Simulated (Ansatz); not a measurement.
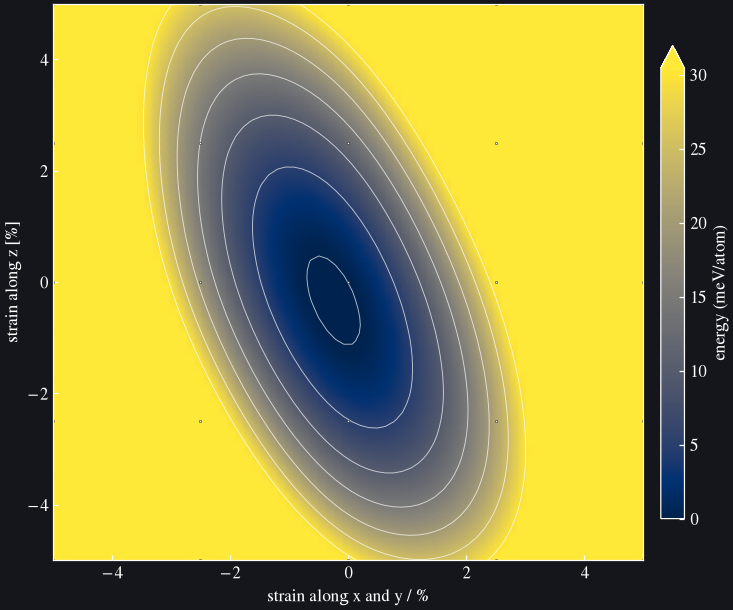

AlRu (Pm-3m, No. 221; 2 atoms in the cell). The cell is strained homogeneously, by one strain along x and y and another along z, with fractional coordinates fixed (x, y and z along the cube axes). Coordinates scanned: (1) strain along x and y; (2) strain along z. Grid: 5 × 5 points. All energies are given in meV/atom relative to the lowest grid point. The reference cell is the one listed in the database, not relaxed at this level. Method: DFT r2SCAN, scalar-relativistic, plane waves, PAW in Ansatz. Settings: cutoff 500 eV, k-mesh 16×16×16, gaussian smearing 0.15 eV, no spin polarisation.

In the figure: a smooth colour map with a few white contour lines, dots at the grid points, one colour for all values above the top of the scale. Between grid points the surface is interpolated.

Estimate the clamped-ion elastic constants that this map fixes.

With the cell volume of 26.8 Å³, the curvatures of the interpolated surface at its minimum give C₁₁ + C₂₂ + 2C₁₂ ≈ 1000 GPa, C₃₃ ≈ 340 GPa and C₁₃ + C₂₃ ≈ 320 GPa (clamped ions, Cartesian axes of the cell). A stretch of 1 % along z with free sides (kept equal in x and y) would change the in-plane lengths by about −0.31 %.
